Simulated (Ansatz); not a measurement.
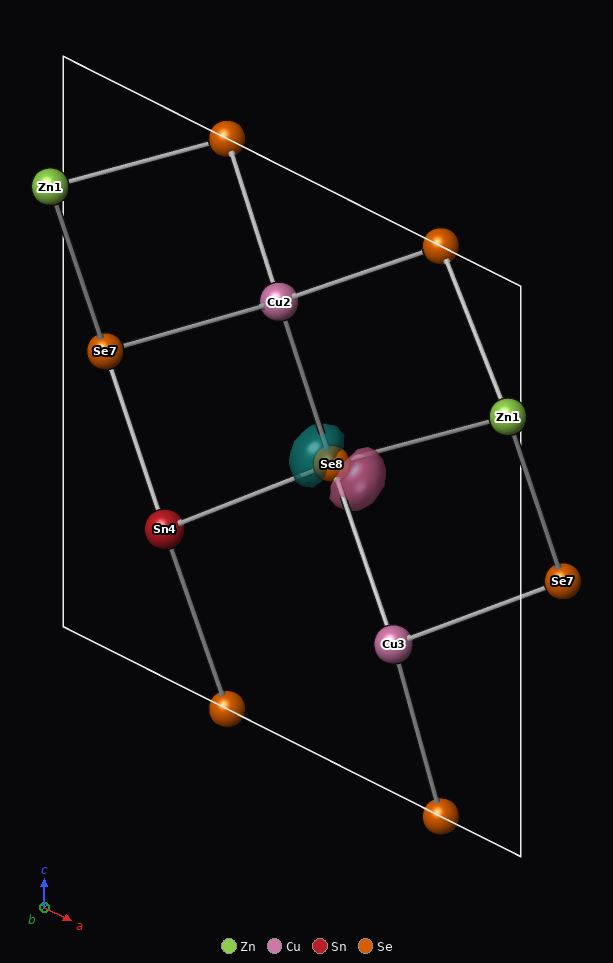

ZnCu₂SnSe₄: one atom of the 8-atom cell (and its periodic copies) was moved a little. Density after less density before, teal at +4 and pink at −4 e/Å³, seen along the b axis; cell a = 5.77 Å, b = 5.77 Å, c = 7.04 Å, α = 114.19°, β = 114.19°, γ = 90.00°. The lobes lie largely inside the PAW sphere, where the density is a smoothed one.

Space group I-4. The cell comes from a database of computed structures, not from a measurement.

Computed with DFT PBE, scalar-relativistic, plane waves, PAW in Ansatz 0.2.0.

> Find the displaced atom and its direction.

Se8 moved towards the teal lobe, up and to the left in the picture. In the run the shift was 0.15 Å roughly along [−1 0 0] in the axes of the cell drawn.

> What restoring force does the calculation give for this move?

The force on it changes by 1.05 eV/Å along the move, against it: a stiffness of about 7 eV/Å² for this sublattice shift.

Run times: 2.3 min (moved atom) and 78 s (base cell), on 2 threads of Intel(R) Xeon(R) Processor @ 2.70GHz (shared host).
